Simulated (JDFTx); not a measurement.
## GaP: single-point calculation at one volume of an equation of state

System: GaP (F-43m, 2 atoms in the cell).
Method: Kohn-Sham DFT of a periodic cell, r2SCAN, SG15-PBE-1.2, no spin polarisation (JDFTx 1.7.0 (patched build)).

The structure derives from an entry of the Crystallography Open Database. It belongs to a series of runs on one base structure; here: volume scaled by 1.06.

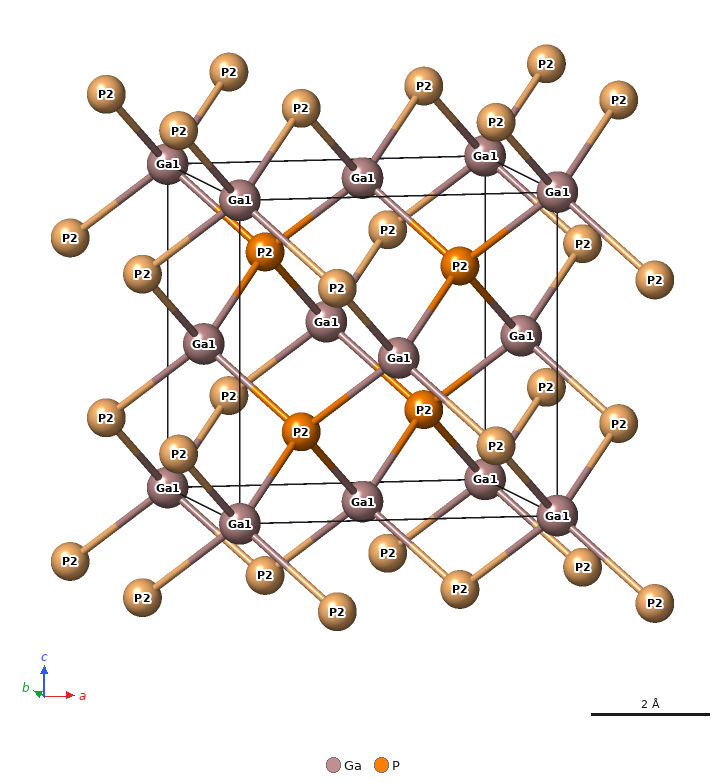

*The structure (ball-and-stick view of the cell 4 times as large as that of the calculation, set on its symmetry axes, seen slightly off an axis; neighbours outside the cell are drawn fainter; atoms are numbered from 1 in the order of the input).*

Near neighbours in the crystal (not all of them lie inside the picture): Ga has 4 P at 2.41 Å; P has 4 Ga at 2.41 Å.

### Input file
```
lattice \
    0.0000000000     5.2509816883     5.2509816883 \
    5.2509816883     0.0000000000     5.2509816883 \
    5.2509816883     5.2509816883     0.0000000000
coords-type Cartesian
ion Ga     0.0000000000     0.0000000000     0.0000000000 1
ion P      7.8764725324     7.8764725324     7.8764725324 1

ion-species pseudo/Ga.upf
ion-species pseudo/P.upf
elec-cutoff 40 320
elec-ex-corr mgga-x-r2scan mgga-c-r2scan
kpoint-folding 6 6 6
elec-smearing Fermi 0.0018374661
elec-n-bands 15
electronic-SCF nIterations 100 energyDiffThreshold 1e-09
electronic-minimize nIterations 30 energyDiffThreshold 1e-7
forces-output-coords Cartesian

dump-name run.$VAR
dump End Ecomponents EigStats BandEigs Kpoints Forces Stress ElecDensity KEdensity
```

Hardware: 1 thread of Arm Neoverse V1, 24 GiB of memory available, shared host.

Launched with:
```bash
jdftx -c 1 -i GaP.in -o GaP.out
```

### Output
```
*************** JDFTx 1.7.0 (patched build) ***************

Input parsed successfully to the following command list (including defaults):
[... the input with its defaults ...]

---------- Setting up symmetries ----------

Found 48 point-group symmetries of the bravais lattice
Found 24 space-group symmetries with basis
Applied RMS atom displacement 4.33004e-11 bohrs to make symmetries exact.

---------- Initializing the Grid ----------
R =
[            0      5.25098      5.25098  ]
[      5.25098            0      5.25098  ]
[      5.25098      5.25098            0  ]
unit cell volume = 289.569
G =
[  -0.598287   0.598287   0.598287  ]
[   0.598287  -0.598287   0.598287  ]
[   0.598287   0.598287  -0.598287  ]
Minimum fftbox size, Smin = [  60  60  60  ]
Chosen fftbox size, S = [  60  60  60  ]

---------- Initializing tighter grid for wavefunction operations ----------
R =
[            0      5.25098      5.25098  ]
[      5.25098            0      5.25098  ]
[      5.25098      5.25098            0  ]
unit cell volume = 289.569
G =
[  -0.598287   0.598287   0.598287  ]
[   0.598287  -0.598287   0.598287  ]
[   0.598287   0.598287  -0.598287  ]
Minimum fftbox size, Smin = [  44  44  44  ]
Chosen fftbox size, S = [  48  48  48  ]

---------- Exchange Correlation functional ----------
Initialized LibXC exchange functional 'Re-regularized SCAN exchange by Furness et al'
Initialized LibXC correlation functional 'Re-regularized SCAN correlation by Furness et al'

---------- Setting up pseudopotentials ----------
Width of ionic core gaussian charges (only for fluid interactions / plotting) set to 0

Reading pseudopotential file 'pseudo/Ga.upf':
  'Ga' pseudopotential, 'PBE' functional
  Generated using ONCVPSP code by D. R. Hamann
  13 valence electrons, 0 orbitals, 6 projectors, 602 radial grid points, with lMax = 2
  Core radius for overlap checks: 2.11 bohrs.

Reading pseudopotential file 'pseudo/P.upf':
  'P' pseudopotential, 'PBE' functional
  Generated using ONCVPSP code by D. R. Hamann
  5 valence electrons, 0 orbitals, 4 projectors, 602 radial grid points, with lMax = 1
  Core radius for overlap checks: 1.79 bohrs.

Initialized 2 species with 2 total atoms.

Folded 1 k-points by 6x6x6 to 216 k-points.

---------- Setting up k-points, bands, fillings ----------
Adding inversion symmetry to k-mesh for non-inversion-symmetric unit cell.
Reduced to 16 k-points under symmetry.
Computing the number of bands and number of electrons
Calculating initial fillings.
nElectrons:  18.000000   nBands: 15   nStates: 16

----- Setting up reduced wavefunction bases (one per k-point) -----
average nbasis = 3500.171 , ideal nbasis = 3498.932

---------- Setting up ewald sum ----------
Optimum gaussian width for ewald sums = 2.384905 bohr.
Real space sum over 1331 unit cells with max indices [  5  5  5  ]
Reciprocal space sum over 2197 terms with max indices [  6  6  6  ]

---------- Allocating electronic variables ----------
Initializing wave functions:  (No orbitals for LCAO)  bandwidth-limited random numbers

Setting the auxilliary hamiltonian equal to the subspace hamiltonian.

-------- Electronic minimization -----------
Will mix electronic and kinetic density at each iteration.
	FillingsUpdate:  mu: +0.836555541  nElectrons: 18.000000
	FillingsUpdate:  mu: -0.235176247  nElectrons: 18.000000
SCF: Cycle:  0   F: -51.752803184154260   dF: -1.293e+01   |Residual|: 5.469e+00   |deigs|: 1.400e+00
	FillingsUpdate:  mu: -0.247765626  nElectrons: 18.000000
SCF: Cycle:  1   F: -58.343609033179753   dF: -6.591e+00   |Residual|: 1.307e+01   |deigs|: 5.225e-01
	FillingsUpdate:  mu: -1.279807878  nElectrons: 18.000000
SCF: Cycle:  2   F: +30.318917884714551   dF: +8.866e+01   |Residual|: 6.380e+01   |deigs|: 8.006e+00
	FillingsUpdate:  mu: -0.259674064  nElectrons: 18.000000
SCF: Cycle:  3   F: -54.409590902597003   dF: -8.473e+01   |Residual|: 2.964e+01   |deigs|: 7.355e+00
	FillingsUpdate:  mu: -0.306857722  nElectrons: 18.000000
SCF: Cycle:  4   F: -53.118451661256643   dF: +1.291e+00   |Residual|: 3.265e+01   |deigs|: 1.394e-01
	FillingsUpdate:  mu: -0.274758200  nElectrons: 18.000000
SCF: Cycle:  5   F: -53.191318325455924   dF: -7.287e-02   |Residual|: 3.313e+01   |deigs|: 1.305e-01
	FillingsUpdate:  mu: +0.481061626  nElectrons: 18.000000
SCF: Cycle:  6   F: -65.023576279454659   dF: -1.183e+01   |Residual|: 6.067e+00   |deigs|: 2.292e+00
	FillingsUpdate:  mu: +0.100000000  nElectrons: 18.000000
SCF: Cycle:  7   F: -70.875198718277844   dF: -5.852e+00   |Residual|: 1.673e+01   |deigs|: 5.204e-01
	FillingsUpdate:  mu: +0.144612738  nElectrons: 18.000000
SCF: Cycle:  8   F: -70.870902031941625   dF: +4.297e-03   |Residual|: 1.702e+01   |deigs|: 1.485e-02
	FillingsUpdate:  mu: +0.216445915  nElectrons: 18.000000
SCF: Cycle:  9   F: -71.318178688549864   dF: -4.473e-01   |Residual|: 1.228e+01   |deigs|: 1.438e-01
	FillingsUpdate:  mu: +0.285415828  nElectrons: 18.000000
SCF: Cycle: 10   F: -71.594065603337171   dF: -2.759e-01   |Residual|: 7.582e+00   |deigs|: 6.898e-02
	FillingsUpdate:  mu: +0.284998612  nElectrons: 18.000000
SCF: Cycle: 11   F: -71.569506911722485   dF: +2.456e-02   |Residual|: 5.007e+00   |deigs|: 3.459e-02
	FillingsUpdate:  mu: +0.281450133  nElectrons: 18.000000
SCF: Cycle: 12   F: -71.642056243641491   dF: -7.255e-02   |Residual|: 3.722e+00   |deigs|: 5.254e-02
	FillingsUpdate:  mu: +0.232202831  nElectrons: 18.000000
SCF: Cycle: 13   F: -68.730049955493868   dF: +2.912e+00   |Residual|: 9.766e+00   |deigs|: 5.346e-01
	FillingsUpdate:  mu: +0.113705726  nElectrons: 18.000000
SCF: Cycle: 14   F: -71.125381654684162   dF: -2.395e+00   |Residual|: 1.145e+01   |deigs|: 2.185e-01
	FillingsUpdate:  mu: +0.177463863  nElectrons: 18.000000
SCF: Cycle: 15   F: -71.548350199326293   dF: -4.230e-01   |Residual|: 4.110e+00   |deigs|: 2.536e-01
	FillingsUpdate:  mu: +0.261083303  nElectrons: 18.000000
SCF: Cycle: 16   F: -71.676531102355483   dF: -1.282e-01   |Residual|: 1.143e+00   |deigs|: 1.362e-01
	FillingsUpdate:  mu: +0.277707804  nElectrons: 18.000000
SCF: Cycle: 17   F: -71.679527788341588   dF: -2.997e-03   |Residual|: 1.880e+00   |deigs|: 4.599e-02
	FillingsUpdate:  mu: +0.274074735  nElectrons: 18.000000
SCF: Cycle: 18   F: -71.679939039239144   dF: -4.113e-04   |Residual|: 1.386e+00   |deigs|: 5.848e-03
	FillingsUpdate:  mu: +0.271004128  nElectrons: 18.000000
SCF: Cycle: 19   F: -71.682668851860967   dF: -2.730e-03   |Residual|: 2.237e-01   |deigs|: 2.778e-02
	FillingsUpdate:  mu: +0.273422465  nElectrons: 18.000000
SCF: Cycle: 20   F: -71.682941589058700   dF: -2.727e-04   |Residual|: 3.286e-02   |deigs|: 7.362e-03
	FillingsUpdate:  mu: +0.274863175  nElectrons: 18.000000
SCF: Cycle: 21   F: -71.682987049512420   dF: -4.546e-05   |Residual|: 2.121e-02   |deigs|: 1.373e-03
	FillingsUpdate:  mu: +0.275183567  nElectrons: 18.000000
SCF: Cycle: 22   F: -71.682990207719129   dF: -3.158e-06   |Residual|: 5.533e-03   |deigs|: 4.580e-04
	FillingsUpdate:  mu: +0.275078514  nElectrons: 18.000000
SCF: Cycle: 23   F: -71.682990588255777   dF: -3.805e-07   |Residual|: 8.465e-04   |deigs|: 1.472e-04
	FillingsUpdate:  mu: +0.275080859  nElectrons: 18.000000
SCF: Cycle: 24   F: -71.682990658214848   dF: -6.996e-08   |Residual|: 5.024e-04   |deigs|: 2.620e-05
	FillingsUpdate:  mu: +0.275062845  nElectrons: 18.000000
SCF: Cycle: 25   F: -71.682990689210840   dF: -3.100e-08   |Residual|: 1.190e-04   |deigs|: 4.704e-05
	FillingsUpdate:  mu: +0.275066796  nElectrons: 18.000000
SCF: Cycle: 26   F: -71.682990697166161   dF: -7.955e-09   |Residual|: 7.466e-05   |deigs|: 1.845e-05
	FillingsUpdate:  mu: +0.275068199  nElectrons: 18.000000
SCF: Cycle: 27   F: -71.682990701384668   dF: -4.219e-09   |Residual|: 3.011e-05   |deigs|: 1.397e-05
	FillingsUpdate:  mu: +0.275068786  nElectrons: 18.000000
SCF: Cycle: 28   F: -71.682990702276584   dF: -8.919e-10   |Residual|: 2.190e-05   |deigs|: 1.437e-05
	FillingsUpdate:  mu: +0.275069029  nElectrons: 18.000000
SCF: Cycle: 29   F: -71.682990702753770   dF: -4.772e-10   |Residual|: 1.828e-05   |deigs|: 4.042e-05
SCF: Converged (|Delta E|<1.000000e-09 for 2 iters).

Setting wave functions to eigenvectors of Hamiltonian

# Stress tensor in Cartesian coordinates [Eh/a0^3]:
[   0.00019605            0            0  ]
[            0   0.00019605            0  ]
[            0            0   0.00019605  ]

# Ionic positions in cartesian coordinates:
ion Ga  -0.000000000025000  -0.000000000025000  -0.000000000025000 1
ion P   7.876472532424999   7.876472532424999   7.876472532424999 1

# Forces in Cartesian coordinates:
force Ga  -0.000000000000000  -0.000000000000000   0.000000000000000 1
force P  -0.000000000000000   0.000000000000000   0.000000000000000 1

# Energy components:
   Eewald =      -47.3109114385160581
       EH =       25.8835702591650119
     Eloc =      -61.7340798127123378
      Enl =      -41.1398092810169089
      Exc =      -10.0905163594975615
       KE =       62.7087559301392901
-------------------------------------
     Etot =      -71.6829907024385591
       TS =        0.0000000003152051
-------------------------------------
        F =      -71.6829907027537701

IonicMinimize: Iter:   0  F: -71.682990702753770  |grad|_K:        nan
IonicMinimize: None of the convergence criteria satisfied after 0 iterations.

Dumping 'run.eigStats' ...
	eMin: -0.283909 at state 12 ( [ +0.000000 +0.500000 +0.500000 ] spin 0 )
	HOMO: +0.246621 at state 0 ( [ +0.000000 +0.000000 +0.000000 ] spin 0 )
	mu  : +0.275069
	LUMO: +0.301812 at state 0 ( [ +0.000000 +0.000000 +0.000000 ] spin 0 )
	eMax: +0.743680 at state 12 ( [ +0.000000 +0.500000 +0.500000 ] spin 0 )
	HOMO-LUMO gap: +0.055191
	Optical gap  : +0.055191 at state 0 ( [ +0.000000 +0.000000 +0.000000 ] spin 0 )
Done!
```

### Key numbers

| quantity | value |
| --- | --- |
| outcome | converged |
| space group (tolerance 0.01 Å) | F-43m (216) |
| electrons treated | 18 |
| free energy | −1950.5935 eV |
| gap on the k-point mesh | 1.50 eV |
| pressure | −5.77 GPa |
| largest force (length of the vector) | under 0.001 eV/Å |
| wall time | 7 min |
| peak memory | 0.17 GiB |

### Remarks

Points of doubt noted for this run: metagga forces on grid. The cell is under a tension of 5.8 GPa at this level, so it is not at its equilibrium volume.
